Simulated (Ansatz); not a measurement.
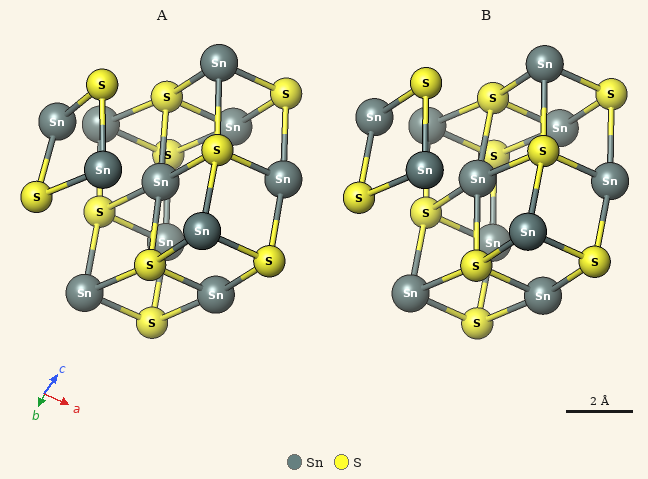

Two geometries of a defect cell of composition Sn24S23, drawn at one scale. One is the start of a relaxation, the other its converged end. A ball-and-stick model of the atoms within 5.0 Å of the atom that moves most (axes of the cell of the calculation (origin shifted)), seen from a free direction.

Level of theory: DFT PBE, scalar-relativistic, plane waves, PAW in Ansatz 0.2.0. (plane-wave cutoff 420 eV; k-point mesh 2 × 2 × 2; occupations gaussian; smearing width 0.02 eV; no spin polarisation; atoms relaxed in a fixed cell; force threshold 0.025 eV/Å; at most 45 steps)

Which of the two is the end point?

Answer. Structure A is the relaxed one. Case: S vacancy (site c), charge +0, atoms relaxed at the host's cell. The atom that moves furthest is a Sn atom (0.27 Å along +a). Largest moves by element: Sn 0.27 Å, S 0.15 Å. The lattice vectors keep their values. Among the contacts that change: S–Sn 2.925 → 2.783 Å, S–Sn 2.600 → 2.625 Å, S–Sn 2.925 → 2.950 Å, S–Sn 2.925 → 2.901 Å. Among the angles between lasting bonds that change: S–Sn–S 169.3° → 176.8°. The energy falls by 0.252 eV per cell of the calculation in 7 accepted moves (9 points after the start). The largest force component goes from 0.62 to 0.023 eV/Å. The line search rejected the trial step at point 5 of the run. 1 step only repeated the SCF at the same geometry.
